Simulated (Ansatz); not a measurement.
Run report: TiCo, single-point calculation

TiCo (Pm-3m, 2 atoms in the cell), computed with DFT PBE, scalar-relativistic, plane waves, PAW, spin-polarised (Ansatz 0.2.0).

The structure derives from a Materials Project entry. It belongs to a series of runs on one base structure; here: strain -0.050 along x and y, -0.050 along z, atoms carried along. Figures and captions count atoms from 1; the log counts them from 0 in places.

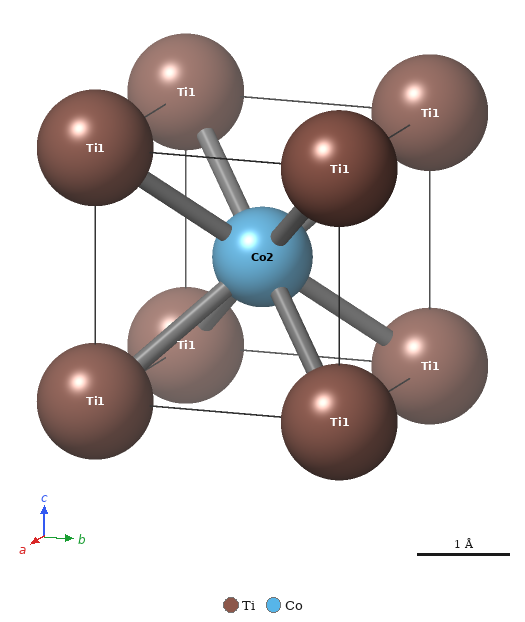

Figure 1. The structure as given in the input (ball-and-stick view of the cell of the calculation, seen slightly off an axis; atoms are numbered from 1 in the order of the input). An atom can appear more than once, as a periodic image. Near neighbours in the periodic cell (some may lie outside the picture): Ti has 8 Co at 2.46 Å; Co has 8 Ti at 2.46 Å.

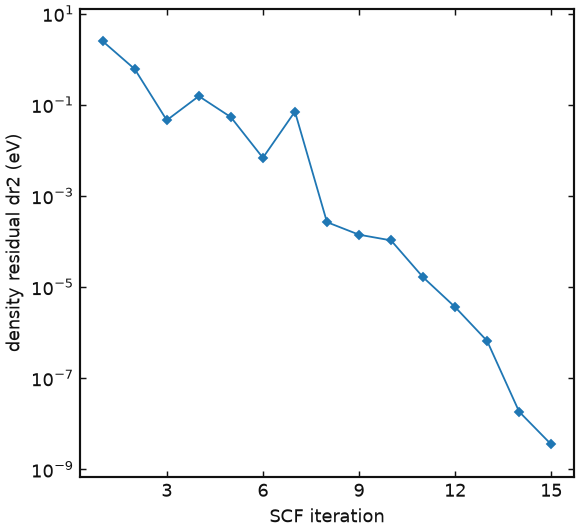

Figure 2. Convergence of the self-consistent field: density residual dr2 against the SCF iteration. The residual falls unevenly and jumps up by a factor of two or more 2 times on the way down.

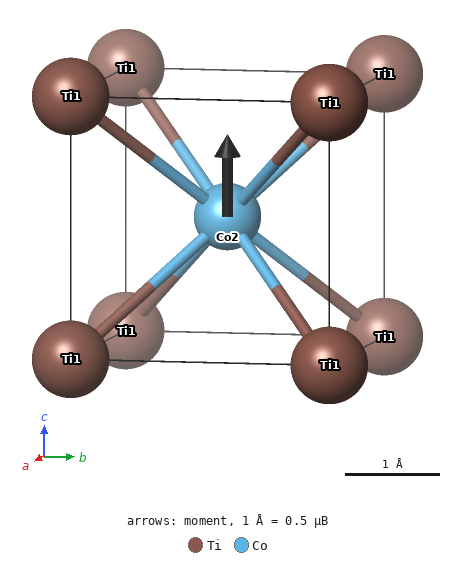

Figure 3. Magnetic moments of the sites as black arrows (ball-and-stick view of the cell of the calculation, seen slightly off an axis; atoms are numbered from 1 in the order of the input); small moments hardly show. The run is collinear, so the axis drawn is arbitrary. Site moments: Co2 (0.45 μB). They are counted near the atoms and needn't add up to the moment of the cell.

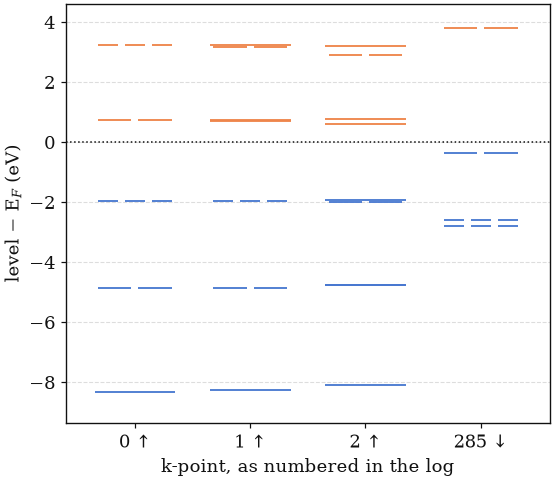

Figure 4. Kohn–Sham levels near the Fermi level (dotted) at the few k-points that the log prints; levels within 0.02 eV of each other stand side by side. The system is metallic on the full mesh.

The input and output of the run follow.

The input:
```yaml
crystal:
  lattice:
    - [2.8363079286, 0.0, 0.0]
    - [0.0, 2.8363079286, 0.0]
    - [0.0, 0.0, 2.8363079286]
  atoms:
    - { symbol: Ti, position: [0.0, 0.0, 0.0] }
    - { symbol: Co, position: [0.5, 0.5, 0.5], spin: 1.09 }
basis:
  ecutwfc: 420
kpoints:
  mp_grid: { grid: [20, 20, 20] }
hamiltonian:
  xc: pbe
scf:
  occupations: { method: gaussian, width: 0.15 }
output:
  forces: true
  stress: true
  eigenvalues: true
  populations: true
magnetization:
  spin_polarized: true
```

Launch command:
```bash
ansatz run input.yaml --threads 2 --pin off --max-ram 5120MiB --backend cpu --events-out ev --progress --plain --runs-dir out
```

Output:
```
Engine: ansatz 0.2.0, x86_64-unknown-linux-gnu
Pseudopotentials: kind: paw
Pseudopotential: Ti, paw, valence charge 12, recommended cutoff 420 eV (normal), Ti.paw.azcp
Pseudopotential: Co, paw, valence charge 17, recommended cutoff 420 eV (normal), Co.paw.azcp
Functional definition: PBE
  parameter kappa = 0.804
  parameter beta = 0.06672455060314922
  exchange = pbe_x(kappa = kappa, mu = beta*pi^2/3)
  correlation = pbe_c(beta = beta)
Crystal: 2 atoms, lattice volume = 22.817 Å³
Basis set: ecut = 420 eV, 461 PW (Γ), exchange–correlation on 40×40×40 points (8 copies of the dense FFT grid, shifted against one another)
Bands: 20, of which v1, the nominal top of the filled ones, is band 15 counted from 1 (14 counted from 0)
Symmetry: 48 space group operations
Space group: Pm-3m (ITA 221), of the structure as read, at distance tolerance 2.8e-5 Å
Magnetic group: BNS 221.92 (UNI 1594), of the structure as read, at distance tolerance 2.8e-5 Å
k-points: 286 of 8000
Non-local potential: Ti, projectors of the file, l = 0: 3, l = 1: 2, l = 2: 3, l = 3: 1
Non-local potential: Co, projectors of the file, l = 0: 3, l = 1: 2, l = 2: 3, l = 3: 1
PAW form: soft (Blöchl's): semilocal exchange-correlation on the pseudo side does not see the compensation charge
PAW one-centre angular grid: Ti, 590 points (default); XC on 64 Gauss nodes
PAW one-centre angular grid: Co, 590 points (default); XC on 64 Gauss nodes
Initial density: superposition of atomic densities (chi_scale 0.1, normalization cell)
Starting moments: Σ|m| = 1.09 μB on 1 of 2 sites
Initial wavefunctions: pseudopotential atomic-orbital guess
Functional: x = pbe(κ = 0.804, μ = 0.2195149727645171), c = pbe(β = 0.06672455060314922)
SCF iter   1: F=—  HF=-7626.130407 eV  |F-HF|=—  |Δ(HF+E_count)|=         —  Δρ=7.15e-2 (↑7.15e-2 ↓6.69e-2)  dr2=2.47e0  dr2_m=4.88e-2  M=0.847 μB ∫|m|=0.984 μB  β_m=0.30  ethr=3.10e-3  ⟨swp⟩=4.4  Hψ=42125  notcnv=0
Mixer restart at iter 1: flushing history
preconditioner: auto → none  [metal: Δε(μ)=0.004 eV  Ē_g=15.123 eV  σ=0.150 eV  W_gap=0.02  n_scr=6 (ndim 8)  ℏωp=33.9 eV  f_vac=0.000  D(μ)=1.28/eV (n_scr^D=18)  sad-step TF]
SCF iter   2: F=—  HF=-7625.088075 eV  |F-HF|=—  |Δ(HF+E_count)|=    1.04e0  Δρ=3.34e-2 (↑2.39e-2 ↓3.34e-2)  dr2=6.03e-1  dr2_m=3.45e-2  M=0.802 μB ∫|m|=0.927 μB  β_m=0.32  ethr=3.10e-3  ⟨swp⟩=2.0  Hψ=22302  notcnv=0  defer=228
SCF iter   3: F=—  HF=-7625.626754 eV  |F-HF|=—  |Δ(HF+E_count)|=   5.39e-1  Δρ=1.54e-2 (↑1.17e-2 ↓1.54e-2)  dr2=4.56e-2  dr2_m=1.49e-2  M=0.811 μB ∫|m|=0.934 μB  β_m=0.36  ethr=2.08e-3  ⟨swp⟩=2.5  Hψ=19150  notcnv=0  defer=229
SCF iter   4: F=—  HF=-7625.896274 eV  |F-HF|=—  |Δ(HF+E_count)|=   2.70e-1  Δρ=2.54e-2 (↑6.14e-3 ↓2.54e-2)  dr2=1.54e-1  dr2_m=2.51e-2  M=0.745 μB ∫|m|=0.853 μB  β_m=0.36  ethr=1.57e-4  ⟨swp⟩=2.6  Hψ=20453  notcnv=0  defer=221
SCF iter   5: F=—  HF=-7626.197008 eV  |F-HF|=—  |Δ(HF+E_count)|=   3.01e-1  Δρ=1.87e-2 (↑5.16e-3 ↓1.87e-2)  dr2=5.33e-2  dr2_m=2.80e-2  M=0.691 μB ∫|m|=0.791 μB  β_m=0.55  ethr=1.57e-4  ⟨swp⟩=2.1  Hψ=22768  notcnv=0  defer=220
SCF iter   6: F=—  HF=-7626.275224 eV  |F-HF|=—  |Δ(HF+E_count)|=   7.82e-2  Δρ=9.29e-3 (↑9.29e-3 ↓3.52e-3)  dr2=6.81e-3  dr2_m=8.42e-3  M=0.626 μB ∫|m|=0.708 μB  β_m=0.84  ethr=1.57e-4  ⟨swp⟩=2.0  Hψ=21105  notcnv=0  defer=185
SCF iter   7: F=—  HF=-7626.275920 eV  |F-HF|=—  |Δ(HF+E_count)|=   6.96e-4  Δρ=1.18e-2 (↑1.18e-2 ↓9.11e-3)  dr2=7.05e-2  dr2_m=4.75e-4  M=0.554 μB ∫|m|=0.618 μB  β_m=0.84  ethr=2.35e-5  ⟨swp⟩=2.0  Hψ=22919  notcnv=0  defer=189  recentre
SCF iter   8: F=—  HF=-7626.277348 eV  |F-HF|=—  |Δ(HF+E_count)|=   1.43e-3  Δρ=2.86e-3 (↑1.54e-3 ↓2.86e-3)  dr2=2.64e-4  dr2_m=9.84e-4  M=0.521 μB ∫|m|=0.579 μB  β_m=0.96  ethr=2.35e-5  ⟨swp⟩=2.0  Hψ=23932  notcnv=0  defer=182
SCF iter   9: F=—  HF=-7626.277396 eV  |F-HF|=—  |Δ(HF+E_count)|=   4.86e-5  Δρ=5.93e-4 (↑5.93e-4 ↓4.57e-4)  dr2=1.40e-4  dr2_m=1.76e-5  M=0.463 μB ∫|m|=0.512 μB  β_m=0.98  ethr=9.10e-7  ⟨swp⟩=2.0  Hψ=22126  notcnv=0  defer=173
SCF iter  10: F=—  HF=-7626.277437 eV  |F-HF|=—  |Δ(HF+E_count)|=   4.06e-5  Δρ=5.75e-4 (↑2.00e-4 ↓5.75e-4)  dr2=1.05e-4  dr2_m=7.94e-6  M=0.449 μB ∫|m|=0.496 μB  β_m=0.99  ethr=4.81e-7  ⟨swp⟩=2.2  Hψ=14157  notcnv=0  defer=173
SCF iter  11: F=—  HF=-7626.277437 eV  |F-HF|=—  |Δ(HF+E_count)|=   2.78e-7  Δρ=1.92e-4 (↑1.92e-4 ↓1.06e-4)  dr2=1.63e-5  dr2_m=3.99e-7  M=0.450 μB ∫|m|=0.499 μB  β_m=0.99  ethr=3.62e-7  ⟨swp⟩=2.0  Hψ=14923  notcnv=0  defer=173
SCF iter  12: F=—  HF=-7626.277440 eV  |F-HF|=—  |Δ(HF+E_count)|=   2.35e-6  Δρ=7.28e-5 (↑7.28e-5 ↓6.84e-5)  dr2=3.61e-6  dr2_m=9.03e-9  M=0.451 μB ∫|m|=0.500 μB  β_m=1.00  ethr=5.62e-8  ⟨swp⟩=1.6  Hψ=12790  notcnv=0  defer=173
SCF iter  13: F=—  HF=-7626.277440 eV  |F-HF|=—  |Δ(HF+E_count)|=   8.59e-8  Δρ=3.22e-5 (↑1.96e-5 ↓3.22e-5)  dr2=6.51e-7  dr2_m=9.86e-9  M=0.452 μB ∫|m|=0.501 μB  β_m=0.71  ethr=1.24e-8  ⟨swp⟩=2.0  Hψ=14717  notcnv=0  defer=173
SCF iter  14: F=—  HF=-7626.277440 eV  |F-HF|=—  |Δ(HF+E_count)|=   5.48e-8  Δρ=5.93e-6 (↑3.09e-6 ↓5.93e-6)  dr2=1.82e-8  dr2_m=6.52e-10  M=0.452 μB ∫|m|=0.501 μB  β_m=0.85  ethr=2.25e-9  ⟨swp⟩=1.5  Hψ=12640  notcnv=0  defer=173
SCF iter  15: F=-7626.277440 eV  HF=-7626.277440 eV  |F-HF|=3.19e-9  |Δ(HF+E_count)|=   2.21e-9  Δρ=2.29e-6 (↑1.73e-6 ↓2.29e-6)  dr2=3.49e-9  dr2_m=2.43e-11  M=0.452 μB ∫|m|=0.501 μB  ethr=6.27e-11  ⟨swp⟩=3.4  Hψ=34455  notcnv=0
SCF 1 converged in 15 iterations: F = -7626.277440 eV  dr2 = 3.49e-9
  greatest PAW one-centre occupation: 1.000 electrons in one spin orbital (limit 2), on the Co atom at site 1 (counted from 0), in its partial waves of l = 1
SCF converged after 15 iterations
Magnetization: 0.4515 μB (14.7258 up, 14.2742 down)
Absolute magnetization: 0.5024 μB (∫|ρ↑−ρ↓|, with the PAW one-centre terms)
Spin contamination: 0.0191 ħ² per cell (⟨S²⟩ above its minimum at these occupations)
Per-site moments (μB) at R_I (Å): [(0.020693645083216423, 1.0132298216381632), (0.44605966086816284, 1.0132298216381632)]
Free energy (F): -7626.277440 eV
Harris-Foulkes:  -7626.277440 eV  (|F-HF|=3.19e-9)
Internal energy: -7626.251301 eV  (E = F + TS)
E sigma→0 (E₀):  -7626.264370 eV
Entropy (-TS):   -0.026139 eV (-13.070 meV/atom)
Fermi energy:    19.944420 eV
--- Per-component energies (eV) ---
  E_band       = -313.829394
  E_kinetic    = 740.151001
  E_local      = -3587.316754  (includes V_loc(G=0)·N_el)
  E_nonlocal   = 461.105897
  E_hartree    = 1535.080186
  E_xc         = -260.902560
  E_vxc        = -333.129955  (∫ρ·V_xc dr)
  E_paw        = -2565.203659  (= ΣΔE_a)
  E_vpaw       = -664.802700  (= ΣTr[D̂ρ^β])
  E_aug_tail   = 0.000278  (compensation charges beyond the density's cutoff)
  E_ewald      = -3949.165689
  E_smearing   = -0.026139  (= −TS)
  E_closure    = 0.000000  (closes the sum)
  Σ components = -7626.277440   (vs F -7626.277440, Δ=0.00e0)
--- Forces (eV/Å), atoms counted from 1 ---
  atom   1  Ti    -0.00000000     0.00000000     0.00000000
  atom   2  Co     0.00000000     0.00000000     0.00000000
  max |Σ_I F_I| component: 6.22e-29 eV/Å
--- Stress (GPa, compression-positive) ---
       34.098535       0.000000       0.000000
        0.000000      34.098535       0.000000
        0.000000       0.000000      34.098535
  P = ⅓ Tr σ = 34.0985 GPa (340.985 kbar)
--- Band table (eV; the first three rows and the last of 572) ---
  k-point 0 ↑: bands = ["-75.6328", "-38.9146", "-38.9146", "-38.9146", "-36.9747", "-13.0301", "-13.0301", "-13.0301", "11.6072", "15.0624", "15.0624", "17.9661", "17.9661", "17.9661", "20.6760", "20.6760", "23.1849", "23.1849", "23.1849", "30.0168"]
  k-point 1 ↑: bands = ["-75.6327", "-38.9164", "-38.9145", "-38.9145", "-36.9724", "-13.0432", "-13.0293", "-13.0293", "11.6647", "15.0880", "15.0939", "17.9619", "17.9619", "17.9768", "20.6442", "20.6895", "23.0948", "23.0948", "23.1708", "29.7589"]
  k-point 2 ↑: bands = ["-75.6324", "-38.9218", "-38.9141", "-38.9141", "-36.9656", "-13.0810", "-13.0269", "-13.0269", "11.8354", "15.1641", "15.1852", "17.9503", "17.9503", "18.0082", "20.5499", "20.7267", "22.8484", "22.8484", "23.1297", "29.0884"]
  k-point 285 ↓: bands = ["-75.0966", "-38.4367", "-38.4367", "-38.4367", "-36.7750", "-13.3869", "-13.3869", "-13.3869", "17.1568", "17.1568", "17.1568", "17.3332", "17.3332", "17.3332", "19.5849", "19.5849", "23.7399", "23.7399", "28.3715", "29.6520"]
--- Löwdin populations: 2 sites ---
  site symbol       q [e]    m [muB]
     0     Ti     11.8704     0.0306
     1     Co     16.8244     0.4357
  spilling = 0.010524 (of n_electrons = 29.000000)
```

File populations.tsv:
```
# site	symbol	l	j	q_up	q_dn
# orbitals = lowdin
# n_electrons = 29.000000
# spilling = 0.010524
0	Ti	0_3S	-	0.951378	0.951134
0	Ti	0_4S	-	0.452112	0.453470
0	Ti	1_3P	-	2.994332	2.994422
0	Ti	2_3D	-	1.552675	1.520910
1	Co	0_3S	-	0.986574	0.986644
1	Co	0_4S	-	0.442643	0.427197
1	Co	1_3P	-	2.995511	2.995345
1	Co	2_3D	-	4.205325	3.785121
```

Key numbers:

```json
{"quantity": "outcome", "value": "converged"}
{"quantity": "space group (tolerance 0.01 Å)", "value": "Pm-3m (221)"}
{"quantity": "electrons treated", "value": "29"}
{"quantity": "free energy", "value": "−7626.2774 eV"}
{"quantity": "Fermi energy", "value": "19.944 eV"}
{"quantity": "gap on the k-point mesh", "value": "none (metallic)"}
{"quantity": "net moment of the cell", "value": "0.45 μB"}
{"quantity": "integrated absolute moment", "value": "0.50 μB"}
{"quantity": "pressure", "value": "34.10 GPa"}
{"quantity": "largest force (length of the vector)", "value": "under 0.001 eV/Å"}
{"quantity": "hardware", "value": "2 threads of Intel Xeon @ 2.50GHz (Skylake/Cascade Lake), 189 GiB of memory available, shared host"}
{"quantity": "wall time", "value": "37 s (CPU time 67 s)"}
{"quantity": "peak memory", "value": "0.55 GiB"}
```

Remarks:

The cell is under a pressure of 34 GPa at this level, so it is not at its equilibrium volume.
